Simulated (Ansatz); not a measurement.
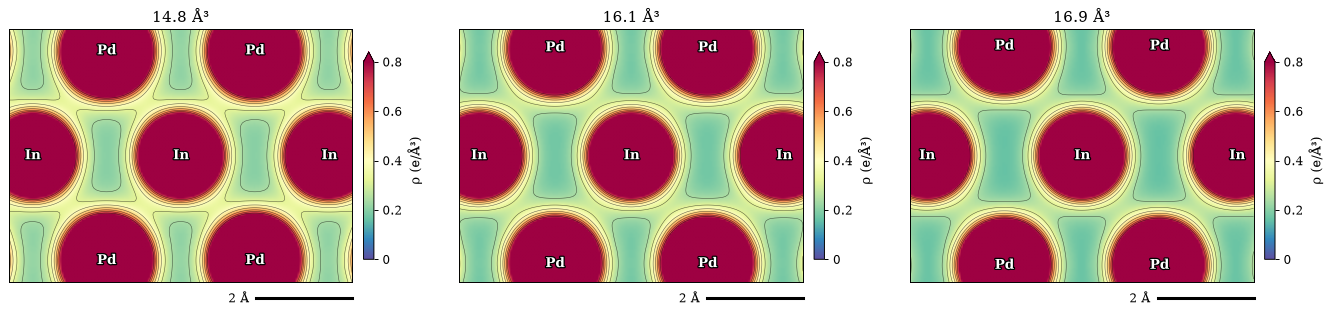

InPd. The valence pseudo-density of cells scaled evenly to different volumes (given per atom above each panel), on the (101̄) plane of each (indices in the axes of the cell below), at one length scale and on one colour scale.

A structure from a database of computed crystals, not necessarily the ambient phase.

Theory: Kohn-Sham DFT of a periodic cell, PBEsol, Ansatz PAW (Ansatz 0.2.0).

In a PAW calculation such maps are meaningful between the atoms, not at the nuclei.

The largest cell:

```
In Pd
1.0
     3.23182    0.00000    0.00000
     0.00000    3.23182    0.00000
     0.00000    0.00000    3.23182
In Pd
1 1
Direct
  0.00000 0.00000 0.00000
  0.50000 0.50000 0.50000
```

| volume (Å³/atom) | In–Pd contact in the plane (Å) | ρ at its midpoint (e/Å³) | pressure (GPa) | 
| --- | --- | --- | --- |
| 14.78 | 2.678 | 0.339 | 30.0 | 
| 16.10 | 2.755 | 0.296 | 10.0 | 
| 16.56 | 2.781 | ? | ? | 
| 16.88 | 2.799 | 0.274 | 2.0 | 

Question: Estimate the missing row, and compare with the calculation.

Answer: Over the known rows ln ρ falls by 1.76 per Å of In–Pd distance (a least-squares line), which gives 0.283 e/Å³ at 2.781 Å; the calculation gives 0.283 e/Å³. For the pressure, a straight line in volume between the neighbouring rows gives 5.3 GPa; the calculation gives 5.0.
